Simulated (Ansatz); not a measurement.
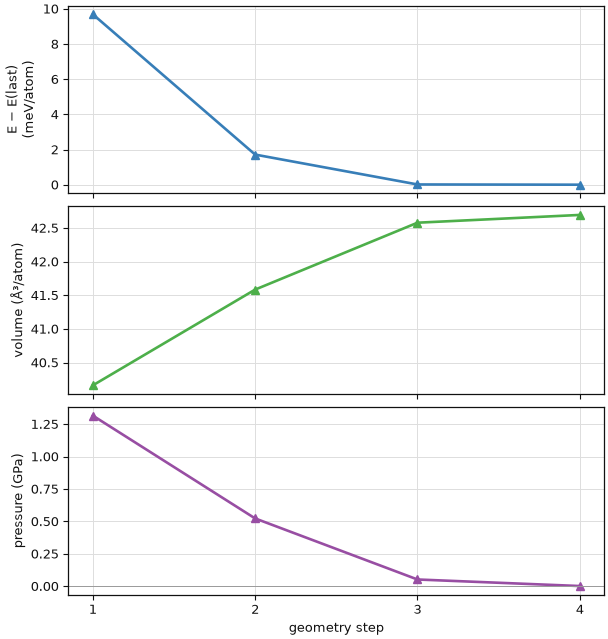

History of a geometry optimisation. Atoms and cell relax. A closing SCF on a freshly chosen basis isn't drawn.

```
crystal:
  lattice:
    - [5.855846, 0.0, 0.0]
    - [0.0, 5.855846, 0.0]
    - [0.0, 0.0, 5.855846]
  atoms:
    - { symbol: Br, position: [0.0, 0.5, 0.5] }
    - { symbol: Br, position: [0.5, 0.0, 0.5] }
    - { symbol: Br, position: [0.5, 0.5, 0.0] }
    - { symbol: Pb, position: [0.5, 0.5, 0.5] }
    - { symbol: Cs, position: [0.0, 0.0, 0.0] }
  symmetry: { tolerance: 0.0003 }
kpoints:
  mp_grid: { grid: [3, 3, 3], shift: [0, 0, 0] }
magnetization:
  spin_polarized: false
scf:
  occupations: { method: fermi_dirac, width: 0.0806 }
  eigensolver: { kind: davidson }
hamiltonian:
  pseudopotentials: { kind: paw }
  xc: pbe
basis:
  ecutwfc: 420
output:
  forces: true
  stress: true
  eigenvalues: true
  write_density: true
  write_potential: true
  elf: true
  volumetric_format: npy
relax:
  max_steps: 40
  cell: {}
```

Command:
```bash
ansatz run input.yaml --threads 1 --pin off --max-ram 2560MiB --backend cpu --events-out ev --progress --plain --runs-dir out
```

### How did the optimisation end?

The optimisation met its thresholds at geometry 4, counting the start as the first. The energy fell by about 9.7 meV/atom from the first step to the last. All forces vanish by symmetry, so only the cell moves.

### Was the starting cell too large or too small?

The volume grows from 40.2 to 42.7 Å³ per atom (+6 %), as the pressure goes from 1.3 GPa to about 0 GPa. The start was compressed.
